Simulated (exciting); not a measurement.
## Fe: 7 runs along one coordinate

System: Fe (Im-3m, 1 atom in the cell).
Method: Kohn-Sham DFT of a periodic cell, PBE, all-electron LAPW+lo, shipped species files, spin-polarised (exciting sodium).

The 7 runs differ only in the geometry, by an even scaling of the cell at fixed fractional positions. The structure derives from an entry of the Crystallography Open Database.

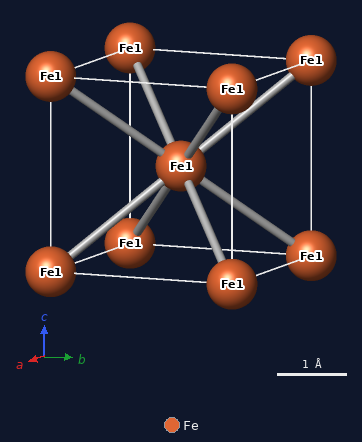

Figure 1. The structure of run 4 (ball-and-stick view of the cell 2 times as large as that of the calculation, set on its symmetry axes, seen slightly off an axis; atoms are numbered from 1 in the order of the input).

### Input of run 4
```
<input>
  <title>Fe</title>
  <structure speciespath="./" tshift="false">
    <crystal scale="1">
      <basevect>-2.726874797835 2.726874797835 2.726874797835</basevect>
      <basevect>2.726874797835 -2.726874797835 2.726874797835</basevect>
      <basevect>2.726874797835 2.726874797835 -2.726874797835</basevect>
    </crystal>
    <species speciesfile="Fe.xml" rmt="2">
      <atom coord="0.000000000000 0.000000000000 0.000000000000" bfcmt="0 0 -8"/>
    </species>
  </structure>
  <groundstate do="fromscratch" ngridk="13 13 13" rgkmax="9" gmaxvr="14" lmaxapw="10" lmaxmat="10" lmaxvr="8" xctype="GGA_PBE" stype="Fermi Dirac" swidth="0.00183747" nempty="20" ValenceRelativity="iora*" epsengy="1e-05" epspot="1e-05" maxscl="90" tforce="true" outputlevel="normal">
    <spin reducebf="0.5"/>
  </groundstate>
</input>
```

Command:
```bash
OMP_NUM_THREADS=1 exciting_smp
```

Lattice vectors (Å) and fractional positions of run 4:
```
  -1.443000    1.443000    1.443000
   1.443000   -1.443000    1.443000
   1.443000    1.443000   -1.443000
Fe  0.000000  0.000000  0.000000
```

Run 2 has the same physical settings and fractional positions; its lattice vectors (Å) are:
```
  -1.423498    1.423498    1.423498
   1.423498   -1.423498    1.423498
   1.423498    1.423498   -1.423498
```

### Results, with one run withheld

| run | volume per atom (Å³) | free energy per atom, from the lowest run given (meV) |
| --- | --- | --- |
| 1 | 11.298 | 0.00 |
| 2 | 11.538 | ? |
| 3 | 11.778 | 11.06 |
| 4 | 12.019 | 23.52 |
| 5 | 12.259 | 39.91 |
| 6 | 12.499 | 58.67 |
| 7 | 12.740 | 78.93 |

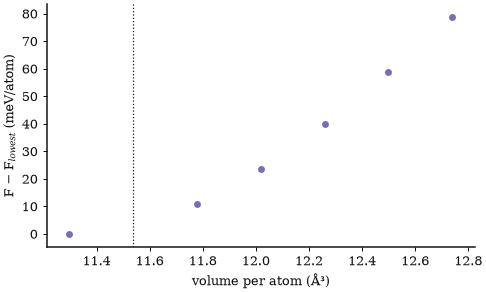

Figure 2. Free energy per atom of the runs given; the dotted line marks run 2.

What should run 2 give?

A cubic polynomial in V^(−2/3) (the Birch–Murnaghan form), fitted to the 6 runs given, misses them by at most 0.21 meV per atom. With x = V^(−2/3) − 0.18991 Å⁻², it reads F = 27.76 − 6163.9 x + 2.869e+05 x² + 6.3306e+06 x³ (meV per atom). At run 2 it gives 2.61 meV per atom, and the run itself gives 3.00. The fit has its minimum at 11.323 Å³ per atom, where V d²F/dV² gives 221 GPa: the bulk modulus at this level, since symmetry fixes the shape and the positions.

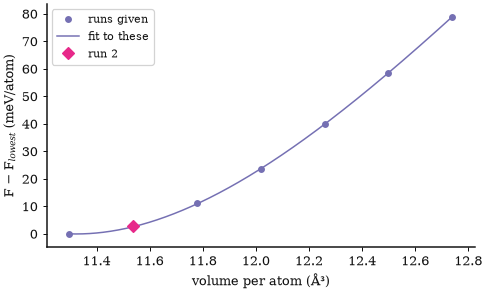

Figure 3. The fit and the withheld run.

### Some lines of the output (run 2)
```
[...]
 Fermi energy                               :         0.37414504
 DOS at Fermi energy (states/Ha/cell)       :        30.19985083
 Absolute change in total energy   (target) :  0.303479E-04  ( 0.100000E-04)
 Total energy                               :     -1272.80492140
 Fermi energy                               :         0.37414537
 DOS at Fermi energy (states/Ha/cell)       :        30.19972032
 Absolute change in total energy   (target) :  0.396256E-05  ( 0.100000E-04)
 Total energy                               :     -1272.80491390
 Fermi energy                               :         0.37414548
 DOS at Fermi energy (states/Ha/cell)       :        30.19974402
 Absolute change in total energy   (target) :  0.750079E-05  ( 0.100000E-04)
 Total energy                               :     -1272.80491900
 Fermi energy                               :         0.37414558
 DOS at Fermi energy (states/Ha/cell)       :        30.19967070
```

Notes: Points of doubt noted for this run: forces with spin.
